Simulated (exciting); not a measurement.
## Energy of Tl along an even scaling of the cell

System: Tl (1 atom in the cell).
Method: Kohn-Sham DFT of a periodic cell, PBE, all-electron LAPW+lo, shipped species files, no spin polarisation (exciting sodium).

The 7 runs differ only in the geometry, by an even scaling of the cell at fixed fractional positions. The structure derives from a Materials Project entry.

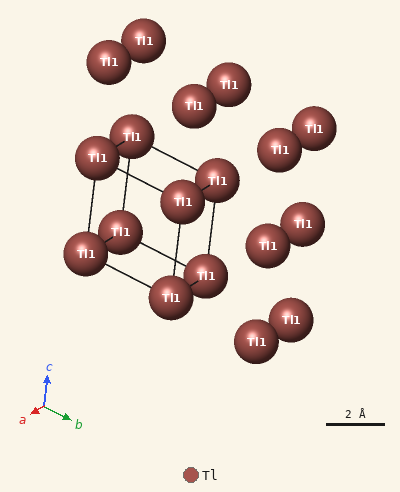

Figure 1. The structure of run 4 (spheres-only view of the cell of the calculation, repeated 1 × 2 × 2, seen slightly off an axis; atoms are numbered from 1 in the order of the input).

### Input of run 4
```
<input>
  <title>Tl</title>
  <structure speciespath="./" tshift="false">
    <crystal scale="1">
      <basevect>-3.696295179005 3.696295179005 3.696295179005</basevect>
      <basevect>3.696295179005 -3.696295179005 3.696295179005</basevect>
      <basevect>3.696295179005 3.696295179005 -3.696295179005</basevect>
    </crystal>
    <species speciesfile="Tl.xml" rmt="2.3">
      <atom coord="0.000000000000 0.000000000000 0.000000000000"/>
    </species>
  </structure>
  <groundstate do="fromscratch" ngridk="10 10 10" rgkmax="9" gmaxvr="14" lmaxapw="10" lmaxmat="10" lmaxvr="8" xctype="GGA_PBE" stype="Fermi Dirac" swidth="0.00183747" nempty="8" ValenceRelativity="iora*" epsengy="1e-05" epspot="1e-05" maxscl="60" tforce="true" outputlevel="normal"/>
</input>
```

Command:
```bash
OMP_NUM_THREADS=1 exciting_smp
```

Run 3 has the same physical settings and fractional positions; its lattice vectors (Å) are:
```
  -1.942867    1.942867    1.942867
   1.942867   -1.942867    1.942867
   1.942867    1.942867   -1.942867
```

### Results, with one run withheld

| run | volume per atom (Å³) | free energy per atom, from the lowest run given (meV) |
| --- | --- | --- |
| 1 | 28.138 | 34.29 |
| 2 | 28.737 | 21.30 |
| 3 | 29.335 | ? |
| 4 | 29.934 | 6.05 |
| 5 | 30.533 | 1.94 |
| 6 | 31.131 | 0.00 |
| 7 | 31.730 | 0.57 |

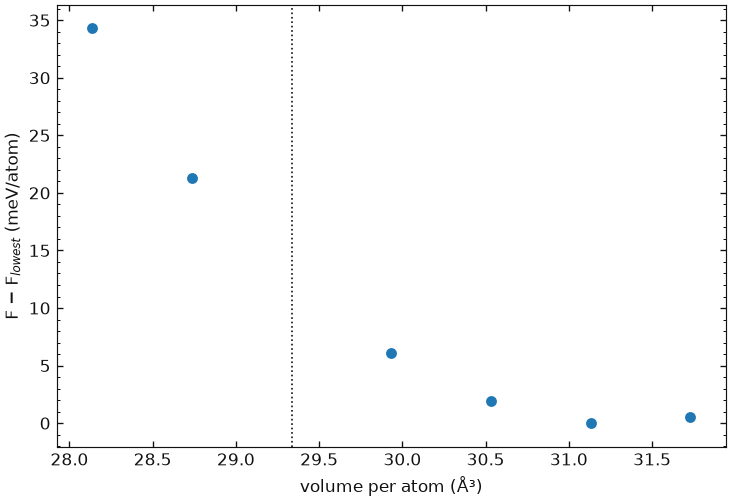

Figure 2. Free energy per atom of the runs given; the dotted line marks run 3.

What should run 3 give?

A cubic polynomial in V^(−2/3) (the Birch–Murnaghan form), fitted to the 6 runs given, misses them by at most 0.25 meV per atom. With x = V^(−2/3) − 0.10360 Å⁻², it reads F = 5.3469 + 3508.6 x + 6.1263e+05 x² + 7.8165e+06 x³ (meV per atom). At run 3 it gives 12.20 meV per atom, and the run itself gives 12.00. The fit has its minimum at 31.359 Å³ per atom, where V d²F/dV² gives 24.9 GPa: the bulk modulus at this level, since symmetry fixes the shape and the positions.

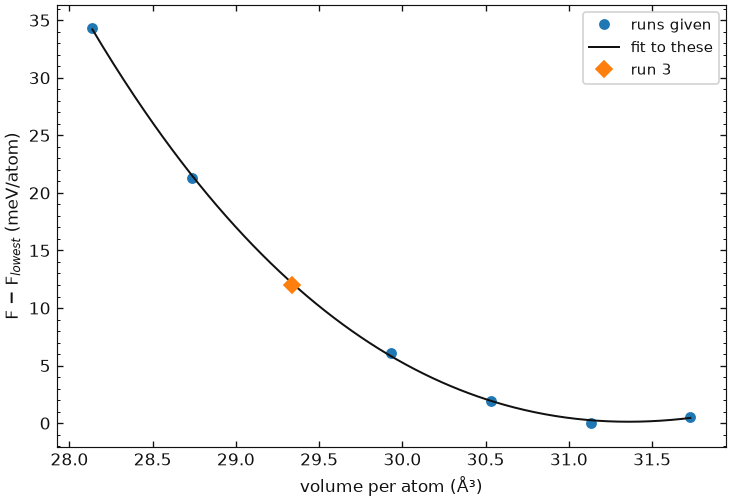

Figure 3. The fit and the withheld run.

### Some lines of the output (run 3)
```
[...]
 DOS at Fermi energy (states/Ha/cell)       :         9.28006415
 Absolute change in total energy   (target) :  0.327690E-03  ( 0.100000E-04)
 Total energy                               :    -20288.57181810
 Fermi energy                               :         0.24688043
 DOS at Fermi energy (states/Ha/cell)       :         9.28006521
 Absolute change in total energy   (target) :  0.119031E-04  ( 0.100000E-04)
 Total energy                               :    -20288.57181632
 DOS at Fermi energy (states/Ha/cell)       :         9.28006055
 Absolute change in total energy   (target) :  0.177559E-05  ( 0.100000E-04)
 Total energy                               :    -20288.57181453
 DOS at Fermi energy (states/Ha/cell)       :         9.28005969
 Absolute change in total energy   (target) :  0.178946E-05  ( 0.100000E-04)
 Total energy                               :    -20288.57181531
 DOS at Fermi energy (states/Ha/cell)       :         9.28006047
```

Notes: Spin–orbit coupling is left out, which matters for Tl.
